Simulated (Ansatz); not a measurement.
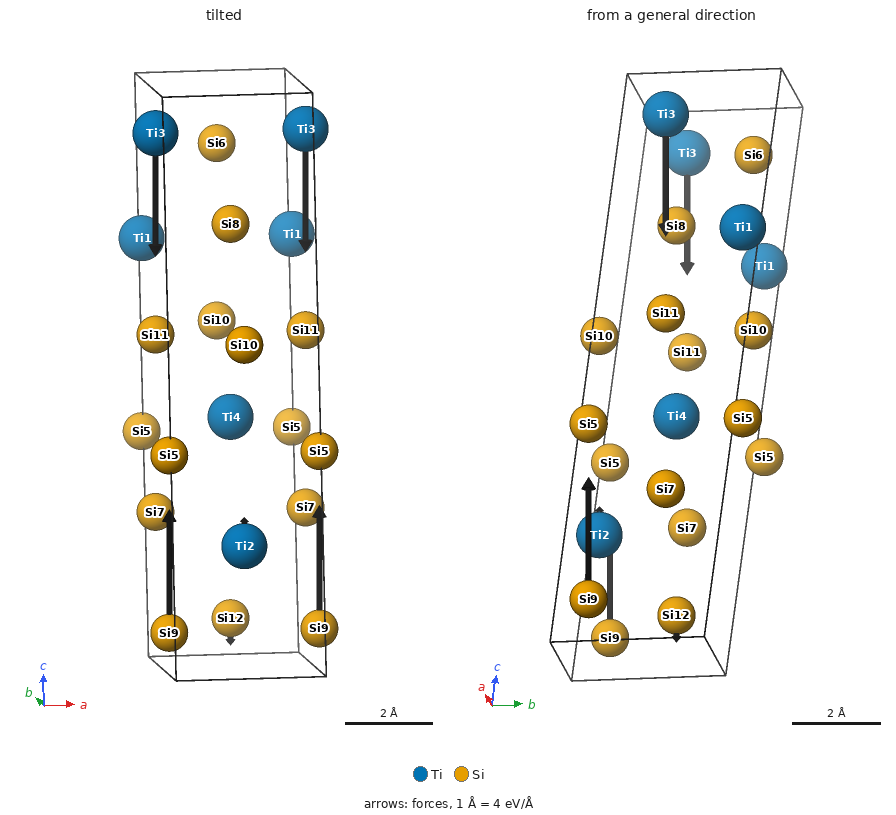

The figure gives a spheres-only picture of the atoms, viewed slightly off an axis and from a general direction. Atoms at the boundary of the simulation cell (the box) are drawn once for each face, edge or corner they touch. The arrows are the computed forces on the atoms.

System: TiSi₂. Electronic-structure method: Ansatz 0.2.0, DFT PBEsol, scalar-relativistic, plane waves, PAW. Parameters: an energy cutoff of 420 eV, the zone sampled with 13×13×4 points, Gaussian smearing of 0.15 eV, no spin polarisation.

Do the forces show a relaxed structure?

No. The atoms still feel forces of up to about 9.9 eV/Å, far above a usual threshold of 0.01 to 0.03 eV/Å.

Starting structure: a structure listed in the Materials Project. The cell was then strained or its atoms displaced on purpose. Ansatz was used for an electronic-structure calculation on it.
